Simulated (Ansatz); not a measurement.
Single-point calculation, with input and output: Si96C95 (charge +2) (part 1 of 3)

- system: Si96C95 (defect cell, 191 atoms in the cell, total charge +2)
- method: DFT, HSE06, PAW, plane waves (Ansatz 0.2.0)

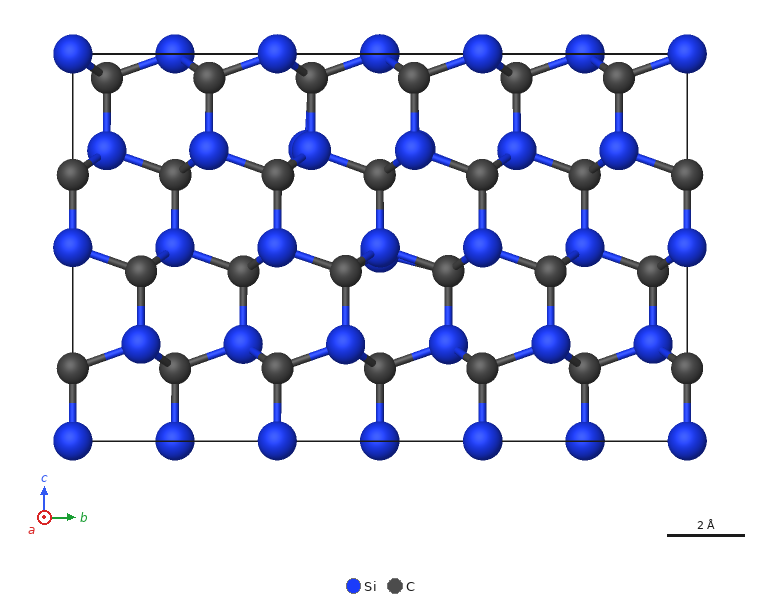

The structure as given in the input (ball-and-stick view of the cell of the calculation, along the a axis). Near neighbours in the crystal (not all of them lie inside the picture): Si has 4 C at 1.87 to 1.93 Å; Si has 3 C at 1.84 to 1.86 Å; C has 4 Si at 1.84 to 1.93 Å.

### Results in brief

| quantity | value |
| --- | --- |
| outcome | converged |
| electrons treated | 762 |
| free energy | −84994.2131 eV |
| Fermi energy | 10.137 eV |
| largest force (length of the vector) | 0.246 eV/Å |
| hardware | 1 × NVIDIA GB300 Max-Q, 8 threads of Arm Neoverse-V2, 125 GiB of memory available, shared host |
| wall time | 1.9 min (CPU time 8.1 min) |
| peak memory | 8.3 GiB |

### Notes

The k-point mesh is coarse for a cell of this size, so the results may not be converged.

### Input file
```yaml
crystal:
  lattice:
    - [12.312272, 0.000000, 0.000000]
    - [0.000000, 15.994110, 0.000000]
    - [0.000000, 0.000000, 10.075947]
  atoms:
    - { symbol: Si, position: [0.999869, 0.999845, 0.500146] }
    - { symbol: Si, position: [0.249833, 0.999777, 0.500166] }
    - { symbol: Si, position: [0.124838, 0.166230, 0.500003] }
    - { symbol: Si, position: [0.999705, 0.332991, 0.500112] }
    - { symbol: Si, position: [0.499913, 0.999777, 0.500170] }
    - { symbol: Si, position: [0.374875, 0.165938, 0.499938] }
    - { symbol: Si, position: [0.249867, 0.332108, 0.499160] }
    - { symbol: Si, position: [0.123721, 0.500452, 0.499134] }
    - { symbol: Si, position: [0.999436, 0.667005, 0.499814] }
    - { symbol: Si, position: [0.749871, 0.999869, 0.500146] }
    - { symbol: Si, position: [0.624913, 0.166240, 0.500010] }
    - { symbol: Si, position: [0.499886, 0.332094, 0.499189] }
    - { symbol: Si, position: [0.374892, 0.499933, 0.485408] }
    - { symbol: Si, position: [0.248719, 0.667186, 0.499108] }
    - { symbol: Si, position: [0.124677, 0.833429, 0.499937] }
    - { symbol: Si, position: [0.874884, 0.166317, 0.500227] }
    - { symbol: Si, position: [0.750075, 0.332968, 0.500126] }
    - { symbol: Si, position: [0.626041, 0.500391, 0.499173] }
    - { symbol: Si, position: [0.501003, 0.667178, 0.499117] }
    - { symbol: Si, position: [0.374871, 0.833488, 0.500068] }
    - { symbol: Si, position: [0.874871, 0.500053, 0.499769] }
    - { symbol: Si, position: [0.750281, 0.666977, 0.499851] }
    - { symbol: Si, position: [0.625059, 0.833432, 0.499955] }
    - { symbol: Si, position: [0.874860, 0.833515, 0.500085] }
    - { symbol: Si, position: [0.999766, 0.110816, 0.250327] }
    - { symbol: Si, position: [0.249738, 0.110792, 0.250311] }
    - { symbol: Si, position: [0.124400, 0.277223, 0.250175] }
    - { symbol: Si, position: [0.999409, 0.444030, 0.250139] }
    - { symbol: Si, position: [0.499943, 0.110795, 0.250319] }
    - { symbol: Si, position: [0.374841, 0.277082, 0.250057] }
    - { symbol: Si, position: [0.249392, 0.444073, 0.248632] }
    - { symbol: Si, position: [0.124340, 0.611301, 0.249989] }
    - { symbol: Si, position: [0.999712, 0.777974, 0.250246] }
    - { symbol: Si, position: [0.749919, 0.110818, 0.250327] }
    - { symbol: Si, position: [0.625288, 0.277221, 0.250191] }
    - { symbol: Si, position: [0.500274, 0.444064, 0.248621] }
    - { symbol: Si, position: [0.374823, 0.611454, 0.248587] }
    - { symbol: Si, position: [0.249749, 0.778250, 0.250115] }
    - { symbol: Si, position: [0.124788, 0.944465, 0.250296] }
    - { symbol: Si, position: [0.874845, 0.277277, 0.250427] }
    - { symbol: Si, position: [0.750263, 0.444027, 0.250144] }
    - { symbol: Si, position: [0.625319, 0.611283, 0.250024] }
    - { symbol: Si, position: [0.499922, 0.778242, 0.250127] }
    - { symbol: Si, position: [0.374839, 0.944555, 0.250359] }
    - { symbol: Si, position: [0.874831, 0.611110, 0.250240] }
    - { symbol: Si, position: [0.749949, 0.777969, 0.250270] }
    - { symbol: Si, position: [0.624887, 0.944465, 0.250305] }
    - { symbol: Si, position: [0.874835, 0.944443, 0.250291] }
    - { symbol: Si, position: [0.124904, 0.055314, 0.750476] }
    - { symbol: Si, position: [0.999611, 0.221819, 0.750546] }
    - { symbol: Si, position: [0.374827, 0.055143, 0.750475] }
    - { symbol: Si, position: [0.249964, 0.221088, 0.751027] }
    - { symbol: Si, position: [0.123777, 0.388251, 0.751091] }
    - { symbol: Si, position: [0.998908, 0.556129, 0.751019] }
    - { symbol: Si, position: [0.624735, 0.055353, 0.750482] }
    - { symbol: Si, position: [0.499682, 0.221101, 0.751043] }
    - { symbol: Si, position: [0.374867, 0.382467, 0.753981] }
    - { symbol: Si, position: [0.242920, 0.558569, 0.753827] }
    - { symbol: Si, position: [0.123797, 0.722556, 0.750966] }
    - { symbol: Si, position: [0.999783, 0.888840, 0.750445] }
    - { symbol: Si, position: [0.874855, 0.055246, 0.750421] }
    - { symbol: Si, position: [0.750104, 0.221794, 0.750567] }
    - { symbol: Si, position: [0.625931, 0.388175, 0.751150] }
    - { symbol: Si, position: [0.506738, 0.558507, 0.753823] }
    - { symbol: Si, position: [0.374821, 0.723171, 0.751060] }
    - { symbol: Si, position: [0.249844, 0.889033, 0.750489] }
    - { symbol: Si, position: [0.874869, 0.388425, 0.750648] }
    - { symbol: Si, position: [0.750671, 0.556098, 0.751080] }
    - { symbol: Si, position: [0.625847, 0.722568, 0.750985] }
    - { symbol: Si, position: [0.499814, 0.889040, 0.750496] }
    - { symbol: Si, position: [0.874773, 0.722565, 0.750477] }
    - { symbol: Si, position: [0.749852, 0.888898, 0.750448] }
    - { symbol: Si, position: [0.999806, 0.999900, 0.000300] }
    - { symbol: Si, position: [0.249787, 0.000040, 0.000373] }
    - { symbol: Si, position: [0.124500, 0.166264, 0.000409] }
    - { symbol: Si, position: [0.999274, 0.332662, 0.000555] }
    - { symbol: Si, position: [0.499890, 0.000044, 0.000380] }
    - { symbol: Si, position: [0.374838, 0.166279, 0.000621] }
    - { symbol: Si, position: [0.248519, 0.332700, 0.000626] }
    - { symbol: Si, position: [0.123735, 0.499158, 0.000596] }
    - { symbol: Si, position: [0.999629, 0.666784, 0.000593] }
    - { symbol: Si, position: [0.749879, 0.999900, 0.000302] }
    - { symbol: Si, position: [0.625191, 0.166259, 0.000425] }
    - { symbol: Si, position: [0.501166, 0.332686, 0.000661] }
    - { symbol: Si, position: [0.374815, 0.499863, 0.000691] }
    - { symbol: Si, position: [0.250037, 0.667737, 0.000585] }
    - { symbol: Si, position: [0.124798, 0.833669, 0.000368] }
    - { symbol: Si, position: [0.874850, 0.166200, 0.000392] }
    - { symbol: Si, position: [0.750414, 0.332656, 0.000569] }
    - { symbol: Si, position: [0.625880, 0.499150, 0.000603] }
    - { symbol: Si, position: [0.499620, 0.667724, 0.000579] }
    - { symbol: Si, position: [0.374837, 0.834018, 0.000481] }
    - { symbol: Si, position: [0.874822, 0.499571, 0.000482] }
    - { symbol: Si, position: [0.750017, 0.666775, 0.000626] }
    - { symbol: Si, position: [0.624869, 0.833670, 0.000381] }
    - { symbol: Si, position: [0.874834, 0.833428, 0.000328] }
    - { symbol: C, position: [0.999877, 0.999853, 0.187658] }
    - { symbol: C, position: [0.249853, 0.999874, 0.187697] }
    - { symbol: C, position: [0.124890, 0.166531, 0.187703] }
    - { symbol: C, position: [0.999830, 0.333189, 0.187813] }
    - { symbol: C, position: [0.499839, 0.999877, 0.187704] }
    - { symbol: C, position: [0.374847, 0.166508, 0.187749] }
    - { symbol: C, position: [0.249992, 0.333286, 0.187938] }
    - { symbol: C, position: [0.124953, 0.499962, 0.187905] }
    - { symbol: C, position: [0.999793, 0.666607, 0.187688] }
    - { symbol: C, position: [0.749811, 0.999857, 0.187659] }
    - { symbol: C, position: [0.624808, 0.166530, 0.187712] }
    - { symbol: C, position: [0.499720, 0.333271, 0.187944] }
    - { symbol: C, position: [0.374843, 0.499897, 0.187677] }
    - { symbol: C, position: [0.249833, 0.666459, 0.187861] }
    - { symbol: C, position: [0.124831, 0.833201, 0.187636] }
    - { symbol: C, position: [0.874850, 0.166487, 0.187744] }
    - { symbol: C, position: [0.749877, 0.333187, 0.187826] }
    - { symbol: C, position: [0.624735, 0.499967, 0.187917] }
    - { symbol: C, position: [0.499843, 0.666432, 0.187888] }
    - { symbol: C, position: [0.374846, 0.833247, 0.187727] }
    - { symbol: C, position: [0.874841, 0.499941, 0.187699] }
    - { symbol: C, position: [0.749881, 0.666603, 0.187719] }
    - { symbol: C, position: [0.624855, 0.833198, 0.187649] }
    - { symbol: C, position: [0.874834, 0.833240, 0.187635] }
    - { symbol: C, position: [0.000034, 0.999855, 0.687604] }
    - { symbol: C, position: [0.249861, 0.999948, 0.687607] }
    - { symbol: C, position: [0.124930, 0.166942, 0.687544] }
    - { symbol: C, position: [0.999868, 0.333224, 0.687580] }
    - { symbol: C, position: [0.499798, 0.999952, 0.687614] }
    - { symbol: C, position: [0.374831, 0.166769, 0.687602] }
    - { symbol: C, position: [0.249701, 0.334354, 0.686829] }
    - { symbol: C, position: [0.125812, 0.499309, 0.686807] }
    - { symbol: C, position: [0.999937, 0.666467, 0.687517] }
    - { symbol: C, position: [0.749655, 0.999965, 0.687594] }
    - { symbol: C, position: [0.624748, 0.166981, 0.687548] }
    - { symbol: C, position: [0.500012, 0.334320, 0.686841] }
    - { symbol: C, position: [0.251143, 0.666081, 0.686784] }
    - { symbol: C, position: [0.125256, 0.832940, 0.687501] }
    - { symbol: C, position: [0.874879, 0.166493, 0.687643] }
    - { symbol: C, position: [0.749890, 0.333170, 0.687610] }
    - { symbol: C, position: [0.623925, 0.499147, 0.686889] }
    - { symbol: C, position: [0.498535, 0.666087, 0.686786] }
    - { symbol: C, position: [0.374835, 0.833216, 0.687555] }
    - { symbol: C, position: [0.874895, 0.499590, 0.687464] }
    - { symbol: C, position: [0.749671, 0.666414, 0.687584] }
    - { symbol: C, position: [0.624424, 0.832990, 0.687517] }
    - { symbol: C, position: [0.874820, 0.833248, 0.687575] }
    - { symbol: C, position: [0.999927, 0.111043, 0.438347] }
    - { symbol: C, position: [0.249871, 0.110979, 0.438314] }
    - { symbol: C, position: [0.124913, 0.277751, 0.438268] }
    - { symbol: C, position: [0.999923, 0.444304, 0.438266] }
    - { symbol: C, position: [0.499886, 0.110983, 0.438322] }
    - { symbol: C, position: [0.374882, 0.277559, 0.438170] }
    - { symbol: C, position: [0.249506, 0.444183, 0.439730] }
    - { symbol: C, position: [0.124744, 0.611067, 0.438103] }
    - { symbol: C, position: [0.999852, 0.777721, 0.438252] }
    - { symbol: C, position: [0.749826, 0.111052, 0.438339] }
    - { symbol: C, position: [0.624853, 0.277754, 0.438274] }
    - { symbol: C, position: [0.500279, 0.444167, 0.439770] }
    - { symbol: C, position: [0.374864, 0.611340, 0.439663] }
    - { symbol: C, position: [0.249949, 0.777605, 0.438195] }
    - { symbol: C, position: [0.124924, 0.944298, 0.438302] }
    - { symbol: C, position: [0.874888, 0.277670, 0.438405] }
    - { symbol: C, position: [0.749850, 0.444277, 0.438315] }
    - { symbol: C, position: [0.624994, 0.611028, 0.438161] }
    - { symbol: C, position: [0.499793, 0.777595, 0.438210] }
    - { symbol: C, position: [0.374875, 0.944293, 0.438323] }
    - { symbol: C, position: [0.874871, 0.610982, 0.438293] }
    - { symbol: C, position: [0.749875, 0.777704, 0.438287] }
    - { symbol: C, position: [0.624821, 0.944295, 0.438310] }
    - { symbol: C, position: [0.874863, 0.944414, 0.438280] }
    - { symbol: C, position: [0.124879, 0.055488, 0.938287] }
    - { symbol: C, position: [0.999799, 0.222037, 0.938360] }
    - { symbol: C, position: [0.374841, 0.055562, 0.938325] }
    - { symbol: C, position: [0.249889, 0.222267, 0.938435] }
    - { symbol: C, position: [0.124587, 0.388665, 0.938391] }
    - { symbol: C, position: [0.999931, 0.555428, 0.938376] }
    - { symbol: C, position: [0.624810, 0.055485, 0.938291] }
    - { symbol: C, position: [0.499805, 0.222255, 0.938458] }
    - { symbol: C, position: [0.374854, 0.389211, 0.938094] }
    - { symbol: C, position: [0.250298, 0.555230, 0.938022] }
    - { symbol: C, position: [0.124946, 0.722006, 0.938378] }
    - { symbol: C, position: [0.999877, 0.888708, 0.938250] }
    - { symbol: C, position: [0.874849, 0.055337, 0.938291] }
    - { symbol: C, position: [0.749903, 0.222031, 0.938377] }
    - { symbol: C, position: [0.625101, 0.388648, 0.938426] }
    - { symbol: C, position: [0.499350, 0.555220, 0.938032] }
    - { symbol: C, position: [0.374839, 0.722360, 0.938348] }
    - { symbol: C, position: [0.249834, 0.888867, 0.938307] }
    - { symbol: C, position: [0.874845, 0.388734, 0.938393] }
    - { symbol: C, position: [0.749714, 0.555403, 0.938440] }
    - { symbol: C, position: [0.624709, 0.722008, 0.938397] }
    - { symbol: C, position: [0.499846, 0.888872, 0.938314] }
    - { symbol: C, position: [0.874825, 0.722039, 0.938281] }
    - { symbol: C, position: [0.749804, 0.888709, 0.938248] }
  symmetry: { detect: false }
kpoints:
  mp_grid: { grid: [1, 1, 1], shift: [0.25, 0.25, 0.25] }
hamiltonian:
  xc: hse06
total_charge: 2
scf:
  occupations: { method: fermi_dirac, width: 0.01 }
output:
  forces: true
  eigenvalues: true
  populations: true
  charged_corrections: { epsilon: 9.7 }
  eigenstates: { kpoints: [[0.25, 0.25, 0.25]], e_range: [-6.0, 6.0], localisation: true }
```

Command:
```bash
ansatz run in.yaml --threads 8 --pin off --max-ram 118750MiB --runs-dir r --events-out ev --progress --plain --backend cuda --devices 0,
```

### What the program printed
```
Pseudopotentials: kind: paw
Functional definition: HSE06
  parameter a = 0.25
  parameter omega = 0.11/bohr
  exchange = pbe_x - a*pbe_x_sr(omega) + a*exact_x_sr(omega)
  correlation = pbe_c
Crystal: 191 atoms, lattice volume = 1984.194 Å³
Basis set: ecut = 420 eV, 38873 PW (Γ), exchange–correlation on 180×216×144 points (8 copies of the dense FFT grid, shifted against one another)
Bands: 572, of which v1, the nominal top of the filled ones, is band 381 counted from 1 (380 counted from 0)
Symmetry: 1 space group operations
k-points: 1
Non-local potential: Si, projectors of the file, l = 0: 2, l = 1: 2, l = 2: 2
Non-local potential: C, projectors of the file, l = 0: 2, l = 1: 2, l = 2: 1
PAW form: soft (Blöchl's): semilocal exchange-correlation on the pseudo side does not see the compensation charge
PAW frozen core: Si, regenerated for the run's functional, and the local potential with it (the file was generated under x = pbe(κ = 0.804, μ = 0.2195149727645171), c = pbe(β = 0.06672455060314922))
PAW frozen core: C, regenerated for the run's functional, and the local potential with it (the file was generated under x = pbe(κ = 0.804, μ = 0.2195149727645171), c = pbe(β = 0.06672455060314922))
PAW one-centre angular grid: Si, 110 points (default); XC on 64 Gauss nodes
PAW one-centre angular grid: C, 110 points (default); XC on 64 Gauss nodes
Initial density: superposition of atomic densities (neutral atoms scaled as one to the charged cell's electrons: chi_scale 0, normalization atom), corrected by the library's trained network
Initial wavefunctions: pseudopotential atomic-orbital guess
Functional: x = pbe(κ = 0.804, μ = 0.2195149727645171), c = pbe(β = 0.06672455060314922), warm-up for x = pbe(κ = 0.804, μ = 0.2195149727645171) + 0.25 (exact − pbe) at short range (hse, ω = 0.20786987370883472 Å⁻¹), c = pbe(β = 0.06672455060314922); HSE06 as pw.x's `hse` composes it (authors' and Libxc's form: `xc: wpbeh`)
```
